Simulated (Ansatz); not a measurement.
**Energy of NiSi2 along an even scaling of the cell**

System: NiSi2 (3 atoms in the cell).
Method: Kohn-Sham DFT of a periodic cell, RPBE with D3(BJ), DFT+U, Ansatz PAW, spin-polarised (Ansatz 0.2.0).

The 7 runs differ only in the geometry, by an even scaling of the cell at fixed fractional positions. The structure derives from an entry of the Crystallography Open Database.

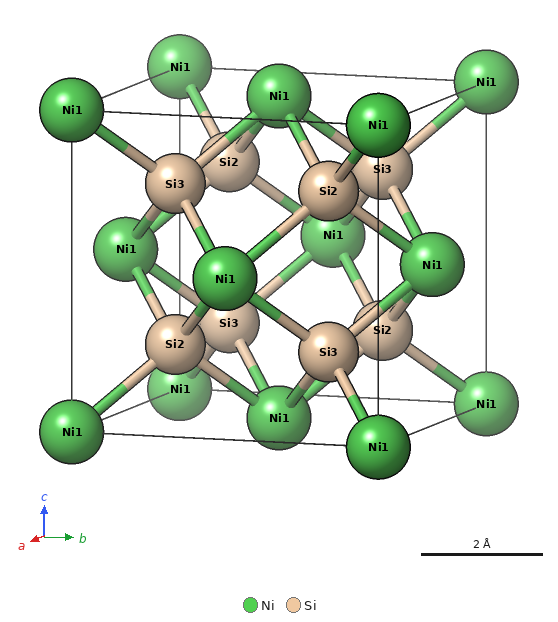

Figure 1. The structure of run 4 (ball-and-stick view of the cell 4 times as large as that of the calculation, set on its symmetry axes, seen slightly off an axis; atoms are numbered from 1 in the order of the input).

**Input of run 4**
```yaml
crystal:
  lattice:
    - [0.0, 2.703, 2.703]
    - [2.703, 0.0, 2.703]
    - [2.703, 2.703, 0.0]
  atoms:
    - { symbol: Ni, position: [0.0, 0.0, 0.0], spin: 1.0 }
    - { symbol: Si, position: [0.75, 0.75, 0.75] }
    - { symbol: Si, position: [0.25, 0.25, 0.25] }
hamiltonian:
  xc: rpbe
  pseudopotentials: { kind: paw }
  dispersion: d3bj
  hubbard:
    sites: [{ species: Ni, l: d, u_eff: 7.0 }]
    projectors: atomic
    double_counting: amf
magnetization:
  spin_polarized: true
kpoints:
  mp_grid: { grid: [9, 9, 9] }
scf:
  occupations: { method: fermi_dirac, width: 0.15 }
output:
  forces: true
  stress: true
  eigenvalues: true
```

Command:
```bash
ansatz run input.yaml --threads 2 --pin off --max-ram 5120MiB --backend cpu --events-out ev --progress --plain --runs-dir out
```

Run 2 differs from it as follows:
```diff
-    - [0.0, 2.703, 2.703]
-    - [2.703, 0.0, 2.703]
-    - [2.703, 2.703, 0.0]
+    - [0.0, 2.6664684948, 2.6664684948]
+    - [2.6664684948, 0.0, 2.6664684948]
+    - [2.6664684948, 2.6664684948, 0.0]
```

**Results, with one run withheld**

```tsv
run	volume per atom (Å³)	free energy per atom, from the lowest run given (meV)	pressure (GPa)
1	12.376	0.00	−9.84
2	12.639	?	?
3	12.902	42.42	−15.72
4	13.166	70.29	−18.15
5	13.429	101.91	−20.28
6	13.692	136.81	−22.15
7	13.956	174.59	−23.77
```

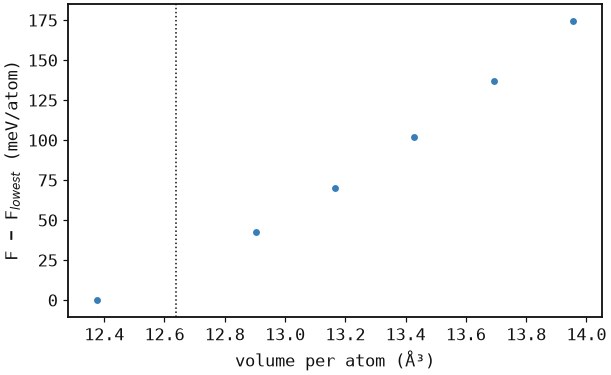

Figure 2. Free energy per atom of the runs given; the dotted line marks run 2.

What should run 2 give?

A cubic polynomial in V^(−2/3) (the Birch–Murnaghan form), fitted to the 6 runs given, misses them by at most 0.05 meV per atom. With x = V^(−2/3) − 0.17871 Å⁻², it reads F = 78.473 − 13004 x + 4.1104e+05 x² + 8.589e+05 x³ (meV per atom). At run 2 it gives 18.78 meV per atom, and the run itself gives 18.80. The slope of the fit gives a pressure −dF/dV of −12.97 GPa there, and the run prints −12.97 GPa. The fit has no minimum inside this range.

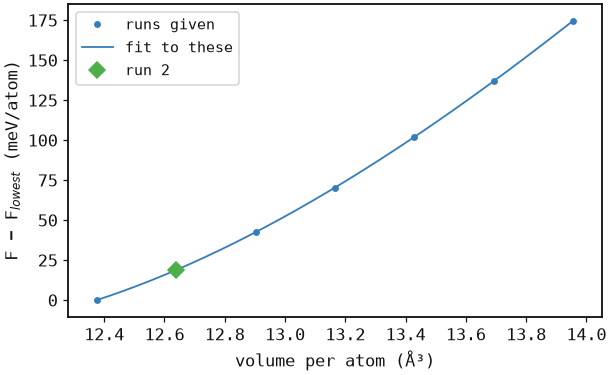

Figure 3. The fit and the withheld run.

**Output, shortened to warnings, some set-up lines, iterations and results (run 2)**
```
WARN: the starting moments were not kept: the SCF closed with an absolute magnetisation of 1.3e-6 μB, where they sum to 1 μB in size (1 site). That is at most 0.1 of that sum. Measured as dr2_m measures the in/out step, that magnetisation stands 2.5e-12 eV from none, at or under the dr2_threshold of 1.0e-7 eV: it is no larger than a step whose dr2_m would equal this threshold. The system may hold …
Basis set: ecut = 420 eV, 725 PW (Γ), exchange–correlation on 54×54×54 points (8 copies of the dense FFT grid, shifted against one another)
Symmetry: 48 space group operations
k-points: 35 of 729
Initial density: superposition of atomic densities (chi_scale 0.1, normalization cell)
[...]
SCF iter   1: F=—  HF=-7130.233697 eV  |F-HF|=—  |Δ(HF+E_count)|=         —  Δρ=1.01e-1 (↑2.86e-2 ↓1.01e-1)  dr2=4.02e0  dr2_m=1.13e0  M=0.142 μB ∫|m|=0.235 μB  β_m=0.30  …
SCF iter   2: F=—  HF=-7129.887166 eV  |F-HF|=—  |Δ(HF+E_count)|=   3.47e-1  Δρ=5.97e-2 (↑5.97e-2 ↓3.43e-2)  dr2=9.01e-1  dr2_m=5.53e-1  M=0.136 μB ∫|m|=0.244 μB  β_m=0.30  …
SCF iter   3: F=—  HF=-7129.784680 eV  |F-HF|=—  |Δ(HF+E_count)|=   1.02e-1  Δρ=4.23e-2 (↑2.96e-2 ↓4.23e-2)  dr2=7.69e-1  dr2_m=3.52e-1  M=0.109 μB ∫|m|=0.192 μB  β_m=0.30  …
SCF iter   4: F=—  HF=-7129.590446 eV  |F-HF|=—  |Δ(HF+E_count)|=   1.94e-1  Δρ=3.26e-2 (↑3.26e-2 ↓1.44e-2)  dr2=1.18e-1  dr2_m=1.86e-1  M=0.103 μB ∫|m|=0.182 μB  β_m=0.30  …
SCF iter   5: F=—  HF=-7129.606570 eV  |F-HF|=—  |Δ(HF+E_count)|=   1.61e-2  Δρ=2.25e-2 (↑2.25e-2 ↓1.51e-2)  dr2=3.03e-2  dr2_m=1.21e-1  M=0.084 μB ∫|m|=0.151 μB  β_m=0.30  …
[... 8 lines ...]
SCF iter  14: F=—  HF=-7129.637258 eV  |F-HF|=—  |Δ(HF+E_count)|=   5.28e-6  Δρ=9.89e-5 (↑6.08e-5 ↓9.89e-5)  dr2=6.43e-6  dr2_m=1.50e-7  M=0.000 μB ∫|m|=0.001 μB  β_m=0.93  …
SCF iter  15: F=-7129.637257 eV  HF=-7129.637257 eV  |F-HF|=9.50e-10  |Δ(HF+E_count)|=   5.56e-7  Δρ=6.65e-6 (↑6.65e-6 ↓2.01e-6)  dr2=1.51e-8  dr2_m=3.34e-9  M=0.000 μB …
SCF iter  16: F=-7129.637257 eV  HF=-7129.637257 eV  |F-HF|=5.35e-10  |Δ(HF+E_count)|=   7.66e-9  Δρ=6.42e-7 (↑5.96e-7 ↓6.42e-7)  dr2=6.88e-10  dr2_m=3.00e-11  M=0.000 μB …
SCF iter  17: F=-7129.637257 eV  HF=-7129.637257 eV  |F-HF|=9.09e-12  |Δ(HF+E_count)|=  7.39e-10  Δρ=4.51e-7 (↑4.51e-7 ↓3.19e-7)  dr2=2.40e-10  dr2_m=2.16e-12  M=-0.000 μB …
SCF 1 converged in 17 iterations: F = -7129.637257 eV  dr2 = 2.40e-10
the search or the solves at the SCF's close seem to have found levels that the self-consistency loop had missed (the run counts 2). By its estimate they hold under 1e-12 electrons; where the run keeps them, the occupations were computed again with them
WARN: the starting moments were not kept: the SCF closed with an absolute magnetisation of 1.3e-6 μB, where they sum to 1 μB in size (1 site). That is at most 0.1 of that sum. Measured as dr2_m measures the in/out step, that magnetisation stands 2.5e-12 eV from none, at or under the dr2_threshold …
SCF converged after 17 iterations
Magnetization: -0.0000 μB (13.0000 up, 13.0000 down)
Absolute magnetization: 0.0000 μB (∫|ρ↑−ρ↓|, with the PAW one-centre terms)
Spin contamination: 0.0000 ħ² per cell (⟨S²⟩ above its minimum at these occupations)
Per-site moments (μB) at R_I (Å): [(-7.853730293818288e-7, 0.9525571501411575), (-5.3466886870315813e-8, 0.9525571501411575), (-5.3466886896943565e-8, 0.9525571501411575)]
Free energy (F): -7129.637257 eV
Harris-Foulkes:  -7129.637257 eV  (|F-HF|=9.09e-12)
Internal energy: -7129.571113 eV  (E = F + TS)
E sigma→0 (E₀):  -7129.604185 eV
Entropy (-TS):   -0.066145 eV (-22.048 meV/atom)
Fermi energy:    14.183449 eV
--- Per-component energies (eV) ---
  E_band       = -329.024262
[...]
```

The program warns: some starting moments were not kept. Points of doubt noted for this run: forces on files of another functional; state may lie high.
